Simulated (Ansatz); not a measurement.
SnO2

```yaml
crystal:
  lattice:
    - [10.75066, 0.00000, 0.00000]
    - [0.00000, 10.75066, 0.00000]
    - [0.00000, 0.00000, 3.24074]
  atoms:
    - { symbol: Sn, position: [0.83278, 0.35086, 0.00000] }
    - { symbol: Sn, position: [0.33278, 0.85086, 0.50000] }
    - { symbol: Sn, position: [0.14914, 0.33278, 0.50000] }
    - { symbol: Sn, position: [0.64914, 0.83278, 0.00000] }
    - { symbol: Sn, position: [0.35086, 0.16722, 0.00000] }
    - { symbol: Sn, position: [0.85086, 0.66722, 0.50000] }
    - { symbol: Sn, position: [0.16722, 0.64914, 0.00000] }
    - { symbol: Sn, position: [0.66722, 0.14914, 0.50000] }
    - { symbol: O, position: [0.15554, 0.20717, 0.00000] }
    - { symbol: O, position: [0.65554, 0.70717, 0.50000] }
    - { symbol: O, position: [0.20717, 0.84446, 0.00000] }
    - { symbol: O, position: [0.70717, 0.34446, 0.50000] }
    - { symbol: O, position: [0.34446, 0.29283, 0.50000] }
    - { symbol: O, position: [0.84446, 0.79283, 0.00000] }
    - { symbol: O, position: [0.79283, 0.15554, 0.00000] }
    - { symbol: O, position: [0.29283, 0.65554, 0.50000] }
    - { symbol: O, position: [0.54238, 0.15930, 0.00000] }
    - { symbol: O, position: [0.04238, 0.65930, 0.50000] }
    - { symbol: O, position: [0.34070, 0.04238, 0.50000] }
    - { symbol: O, position: [0.84070, 0.54238, 0.00000] }
    - { symbol: O, position: [0.15930, 0.45762, 0.00000] }
    - { symbol: O, position: [0.65930, 0.95762, 0.50000] }
    - { symbol: O, position: [0.45762, 0.84070, 0.00000] }
    - { symbol: O, position: [0.95762, 0.34070, 0.50000] }
```

Space group I4/m; a structure from a database of computed crystals, not necessarily the ambient phase.

Level of theory: Ansatz, Kohn-Sham DFT of a periodic cell, BLYP with D3(BJ), Ansatz PAW.

In a PAW calculation such maps are meaningful between the atoms, not at the nuclei.

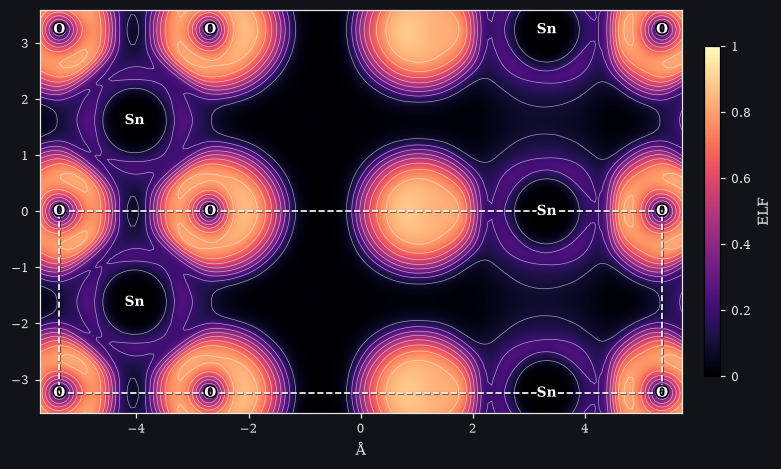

Figure 1. ELF on the (100) plane of the conventional cell.

### Read the bonding off the picture.

- The plane passes through Sn and O nuclei.
- Atoms just off the plane (O, 0.5 Å away) can leave unmarked features too.
- Sn–O (2.06 Å): the ELF peaks at about 0.80 in the valence shell of O, 0.6 Å from its nucleus, and is about 0.25 at the midpoint: no localised pair shows between them.
- Sn–O (2.11 Å): the ELF peaks at about 0.80 in the valence shell of O, 0.6 Å from its nucleus, and is about 0.25 at the midpoint (no shared electron pair shows on this line).
- The ELF also peaks beside O, away from the bonds: lone-pair regions.

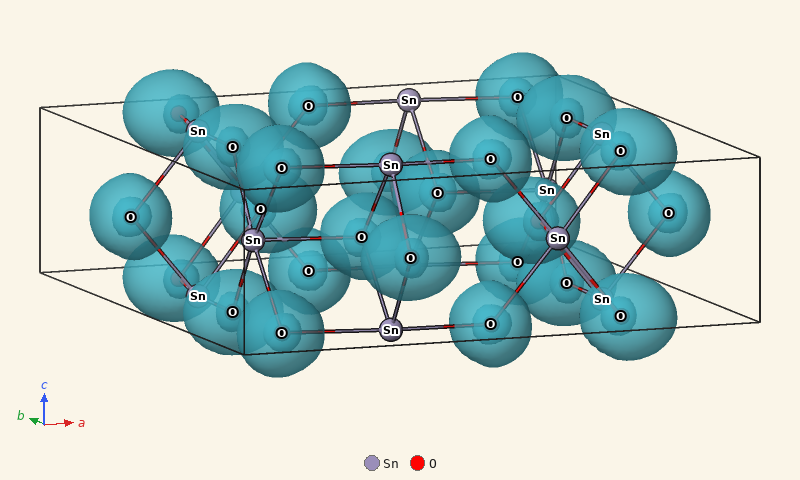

Figure 2. Isosurface of the ELF at 0.7 (cyan), seen slightly off an axis. Only the valence region is drawn (cores and ρ < 0.01 e/Å³ removed). Sticks mark near contacts.

### What do the ELF domains correspond to?

The ELF exceeds this value in 16 regions wrapped around O (the valence shell of each), counted in one cell of 24 atoms. Any copies at cell faces, edges or corners count once.

### Does the calculation make it a metal, or give it a gap?

It is gapped, with a Kohn–Sham gap of 1.7 eV on the k-point mesh, an upper bound to the gap of this method.
